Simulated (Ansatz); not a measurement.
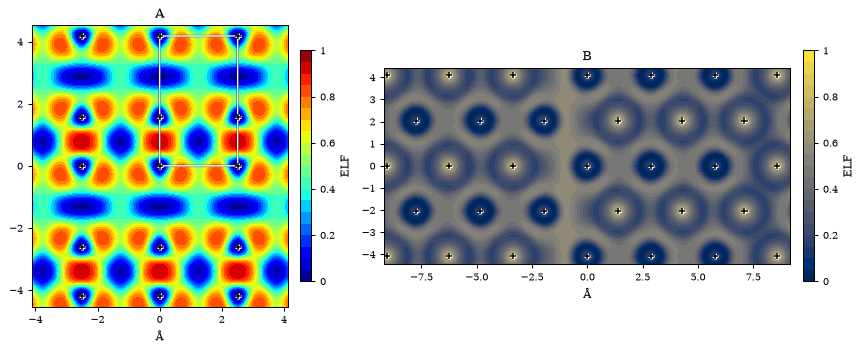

The ELF of 2 systems, each on a plane through atoms (crosses mark nuclei in the plane).

Method: DFT PBE, scalar-relativistic, plane waves, PAW in Ansatz 0.2.0.

System 1: AlNi (interface cell), the (110) plane of the calculation cell. Computed without spin polarisation.

```
CELL_PARAMETERS angstrom
2.89308 0.00000 0.00000
0.00000 2.89308 0.00000
0.00000 0.00000 17.65817
ATOMIC_POSITIONS crystal
Al 0.00000 0.00000 0.01410
Ni 0.50000 0.50000 0.09286
Al 0.00000 0.00000 0.17680
Ni 0.50000 0.50000 0.25729
Al 0.00000 0.00000 0.34189
Ni 0.50000 0.50000 0.41628
Ni 0.00000 0.00000 0.50039
Al 0.50000 0.50000 0.57478
Ni 0.00000 0.00000 0.65937
Al 0.50000 0.50000 0.73987
Ni 0.00000 0.00000 0.82381
Al 0.50000 0.50000 0.90257
```

System 2: C, the (100) plane of the conventional cell. Space group P6₃/mmc; changed on purpose from its base cell (all atoms moved at random, sigma 0.02 A a component; relaxed back).

### Which map belongs to which system?

Panel A is system 2, C: the plane holds C. C–C (1.57 Å): the ELF peaks at about 0.95 between the atoms (localised, covalent bonding). Panel B is system 1, AlNi: the plane holds Al and Ni. Al–Ni (2.43 Å): the ELF is about 0.40 at the midpoint.
